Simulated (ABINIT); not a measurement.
**MnS: elastic calculation (part 4 of 4)**

MnS (Fm-3m, 2 atoms in the cell); Kohn-Sham DFT of a periodic cell, LDA, PseudoDojo NC SR LDA v0.4 stringent, spin-polarised (ABINIT 10.8.3); cutoff 1768.74 eV, 4×4×4 k-mesh, fermi-dirac of 0.05 eV, collinear spins. The structure derives from an entry of the Crystallography Open Database. The settings are looser than a standard set-up, so the numbers are not reference values.

Geometry of the input (Å; fractional positions):
```
0.0000  2.2909  2.2909
2.2909  0.0000  2.2909
2.2909  2.2909  0.0000
Mn 0.0000  0.0000  0.0000
S  0.5000  0.5000  0.5000
```

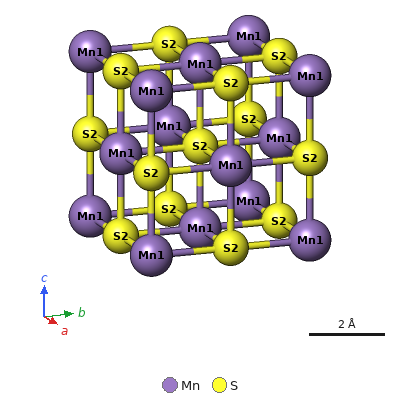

Fig. 1: The structure as given in the input (ball-and-stick view of the cell 4 times as large as that of the calculation, set on its symmetry axes, seen slightly off an axis; atoms are numbered from 1 in the order of the input). An atom can appear more than once, as a periodic image.

## What the program printed, continued
```
--------------------------------------------------------------------------------
 Perturbation wavevector (in red.coord.)   0.000000  0.000000  0.000000
 Found     8 symmetries that leave the perturbation invariant.
 symkpt : the number of k-points, thanks to the symmetries,
 is reduced to    40 .

--------------------------------------------------------------------------------

--------------------------------------------------------------------------------

 dfpt_looppert : total number of electrons, from k and k+q
  fully or partially occupied states are    2.100000E+01 and    2.100000E+01.
 Initialisation of the first-order wave-functions :
  ireadwf=   0

--- !BeginCycle
iteration_state: {dtset: 2, }
solver: {iscf: 7, nstep: 80, nline: 4, wfoptalg: 0, }
tolerances: {tolvrs: 1.00E-08, }
...

     iter   2DEtotal(Ha)        deltaE(Ha) residm    vres2    difmagsph maxmagsph
-ETOT  1   6.5146670058915     -5.823E+01 1.746E+00 3.339E+04 0.000E+00 0.000E+00
 ETOT  2   1.8753591410503     -4.639E+00 5.257E-02 7.129E+03 0.000E+00 0.000E+00
 ETOT  3  0.21223741748416     -1.663E+00 3.529E-03 1.966E+01 0.000E+00 0.000E+00
 ETOT  4  0.20624236268572     -5.995E-03 2.059E-04 2.083E+00 0.000E+00 0.000E+00
 ETOT  5  0.20595608454475     -2.863E-04 1.306E-05 3.565E-02 0.000E+00 0.000E+00
 ETOT  6  0.20595339637735     -2.688E-06 2.557E-06 1.391E-03 0.000E+00 0.000E+00
 ETOT  7  0.20595329058547     -1.058E-07 1.164E-07 1.129E-05 0.000E+00 0.000E+00
 ETOT  8  0.20595328928574     -1.300E-09 2.545E-08 1.364E-07 0.000E+00 0.000E+00
 ETOT  9  0.20595328926505     -2.068E-11 1.434E-09 6.760E-10 0.000E+00 0.000E+00

 At SCF step    9       vres2   =  6.76E-10 < tolvrs=  1.00E-08 =>converged.
 Integrated electronic and magnetization densities in atomic spheres:
 ------------------------------------------------------------------------------------------------------------
 Radius=ratsph(iatom), smearing ratsm=  0.0000. Diff(up-dn)=approximate z local magnetic moment.
    Atom    Radius    up_density   dn_density  Total(up+dn)  Diff(up-dn)
    1 Mn   2.00000     0.000000     0.000000      0.000000    -0.000000
    2  S   2.00000    -0.000000    -0.000000     -0.000000    -0.000000
 ------------------------------------------------------------------------------------------------------------
  Sum:                 0.000000     0.000000      0.000000    -0.000000
 Total magnetization (from the atomic spheres):               -0.000000
 Total magnetization (exact up - dn):                         -0.000000

================================================================================

 ----iterations are completed or convergence reached----

 Mean square residual over all n,k,spin=   39.658E-13; max=  14.343E-10

 2DEtotal=    0.2059532893E+00 Ha. Also 2DEtotal=    0.560427450282E+01 eV
    (2DErelax=   -6.4539063100E+01 Ha. 2DEnonrelax=    6.4745016389E+01 Ha)
    (  non-var. 2DEtotal :    2.0595345746E-01 Ha)

--------------------------------------------------------------------------------
 Perturbation wavevector (in red.coord.)   0.000000  0.000000  0.000000
 Found     8 symmetries that leave the perturbation invariant.
 symkpt : the number of k-points, thanks to the symmetries,
 is reduced to    40 .

--------------------------------------------------------------------------------

--------------------------------------------------------------------------------

 dfpt_looppert : total number of electrons, from k and k+q
  fully or partially occupied states are    2.100000E+01 and    2.100000E+01.
 Initialisation of the first-order wave-functions :
  ireadwf=   0

--- !BeginCycle
iteration_state: {dtset: 2, }
solver: {iscf: 7, nstep: 80, nline: 4, wfoptalg: 0, }
tolerances: {tolvrs: 1.00E-08, }
...

     iter   2DEtotal(Ha)        deltaE(Ha) residm    vres2    difmagsph maxmagsph
-ETOT  1   6.5146966673380     -5.823E+01 1.746E+00 3.339E+04 0.000E+00 0.000E+00
 ETOT  2   1.8753712330599     -4.639E+00 7.966E-02 7.129E+03 0.000E+00 0.000E+00
 ETOT  3  0.21223911174603     -1.663E+00 4.493E-03 1.967E+01 0.000E+00 0.000E+00
 ETOT  4  0.20624237696423     -5.997E-03 2.031E-04 2.083E+00 0.000E+00 0.000E+00
 ETOT  5  0.20595608851909     -2.863E-04 3.334E-05 3.570E-02 0.000E+00 0.000E+00
 ETOT  6  0.20595339636748     -2.692E-06 1.193E-06 1.392E-03 0.000E+00 0.000E+00
 ETOT  7  0.20595329060011     -1.058E-07 1.069E-07 1.148E-05 0.000E+00 0.000E+00
 ETOT  8  0.20595328927860     -1.322E-09 9.899E-09 1.370E-07 0.000E+00 0.000E+00
 ETOT  9  0.20595328925479     -2.380E-11 1.436E-09 7.381E-10 1.253E-08 0.000E+00

 At SCF step    9       vres2   =  7.38E-10 < tolvrs=  1.00E-08 =>converged.
 Integrated electronic and magnetization densities in atomic spheres:
 ------------------------------------------------------------------------------------------------------------
 Radius=ratsph(iatom), smearing ratsm=  0.0000. Diff(up-dn)=approximate z local magnetic moment.
    Atom    Radius    up_density   dn_density  Total(up+dn)  Diff(up-dn)
    1 Mn   2.00000     0.000000     0.000000      0.000000    -0.000000
    2  S   2.00000    -0.000000    -0.000000     -0.000000    -0.000000
 ------------------------------------------------------------------------------------------------------------
  Sum:                 0.000000     0.000000      0.000000    -0.000000
 Total magnetization (from the atomic spheres):               -0.000000
 Total magnetization (exact up - dn):                         -0.000000

================================================================================

 ----iterations are completed or convergence reached----

 Mean square residual over all n,k,spin=   34.792E-13; max=  14.356E-10

 2DEtotal=    0.2059532893E+00 Ha. Also 2DEtotal=    0.560427450254E+01 eV
    (2DErelax=   -6.4539063101E+01 Ha. 2DEnonrelax=    6.4745016390E+01 Ha)
    (  non-var. 2DEtotal :    2.0595345332E-01 Ha)

================================================================================

 ---- first-order wavefunction calculations are completed ----

 ==> Compute Derivative Database <==

  Dynamical matrix, in cartesian coordinates,
   if specified in the inputs, asr has been imposed
     j1       j2             matrix element
  dir pert dir pert     real part    imaginary part

   1    1   1    1         0.0824930857         0.0000000000
   1    1   1    2        -0.0824930857         0.0000000000

   2    1   2    1         0.0824930857         0.0000000000
   2    1   2    2        -0.0824930857         0.0000000000

   3    1   3    1         0.0824930857         0.0000000000
   3    1   3    2        -0.0824930857         0.0000000000

   1    2   1    1        -0.0824941572         0.0000000000
   1    2   1    2         0.0824941572         0.0000000000

   2    2   2    1        -0.0824941572         0.0000000000
   2    2   2    2         0.0824941572         0.0000000000

   3    2   3    1        -0.0824941572         0.0000000000
   3    2   3    2         0.0824941572         0.0000000000

  Rigid-atom elastic tensor , in cartesian coordinates,
     j1       j2             matrix element
  dir pert dir pert     real part    imaginary part

   1    5   1    5         0.0148450983         0.0000000000
   1    5   2    5         0.0005276765         0.0000000000
   1    5   3    5         0.0005276765         0.0000000000

   2    5   1    5         0.0005276764         0.0000000000
   2    5   2    5         0.0148451004         0.0000000000
   2    5   3    5         0.0005276765         0.0000000000

   3    5   1    5         0.0005276764         0.0000000000
   3    5   2    5         0.0005276765         0.0000000000
   3    5   3    5         0.0148451005         0.0000000000

   1    6   1    6         0.0012691484         0.0000000000

   2    6   2    6         0.0012691487         0.0000000000

   3    6   3    6         0.0012691487         0.0000000000

  Internal strain coupling parameters, in cartesian coordinates,
   zero average net force deriv. has been imposed
     j1       j2             matrix element
  dir pert dir pert     real part    imaginary part

  Phonon wavevector (reduced coordinates) :  0.00000  0.00000  0.00000
 Phonon energies in Hartree :
   0.000000E+00  0.000000E+00  0.000000E+00  1.495000E-03  1.495000E-03
   1.495000E-03
 Phonon frequencies in cm-1    :
   0.000000E+00  0.000000E+00  0.000000E+00  3.281146E+02  3.281146E+02
   3.281146E+02

== END DATASET(S) ==============================================================
================================================================================

 -outvars: echo values of variables after computation  --------
            acell      6.1224302178E+00  6.1224302178E+00  6.1224302178E+00 Bohr
           etotal1    -1.2061069421E+02
           etotal2     2.0595328925E-01
            fcart1    -0.0000000000E+00 -0.0000000000E+00 -0.0000000000E+00
                      -0.0000000000E+00 -0.0000000000E+00 -0.0000000000E+00
            fcart2     0.0000000000E+00  0.0000000000E+00  0.0000000000E+00
                       0.0000000000E+00  0.0000000000E+00  0.0000000000E+00
            rprim      0.0000000000E+00  7.0710678120E-01  7.0710678120E-01
                       7.0710678120E-01  0.0000000000E+00  7.0710678120E-01
                       7.0710678120E-01  7.0710678120E-01  0.0000000000E+00
           strten1    -7.0310229440E-04 -7.0310229440E-04 -7.0310229440E-04
                       0.0000000000E+00  0.0000000000E+00  0.0000000000E+00
           strten2     0.0000000000E+00  0.0000000000E+00  0.0000000000E+00
                       0.0000000000E+00  0.0000000000E+00  0.0000000000E+00
           xangst      0.0000000000E+00  0.0000000000E+00  0.0000000000E+00
                       2.2909202900E+00  2.2909202900E+00  2.2909202900E+00
             xred      0.0000000000E+00  0.0000000000E+00  0.0000000000E+00
                       5.0000000000E-01  5.0000000000E-01  5.0000000000E-01
 Calculation completed.
```

## Key numbers

| quantity | value |
| --- | --- |
| outcome | converged |
| space group (tolerance 0.01 Å) | Fm-3m (225) |
| electrons treated | 21 |
| free energy | −3281.9842 eV |
| Fermi energy | 12.423 eV |
| net moment of the cell | 3.23 μB |
| pressure | 20.69 GPa |
| largest force (length of the vector) | under 0.001 eV/Å |
| wall time | 11 min (CPU time 44 min) |
| peak memory | 0.72 GiB |

## Notes

The settings depart from the standard set-up of this series, which can bear on the numbers. Points of doubt noted for this run: cell under stress; k mesh coarse for metal response.
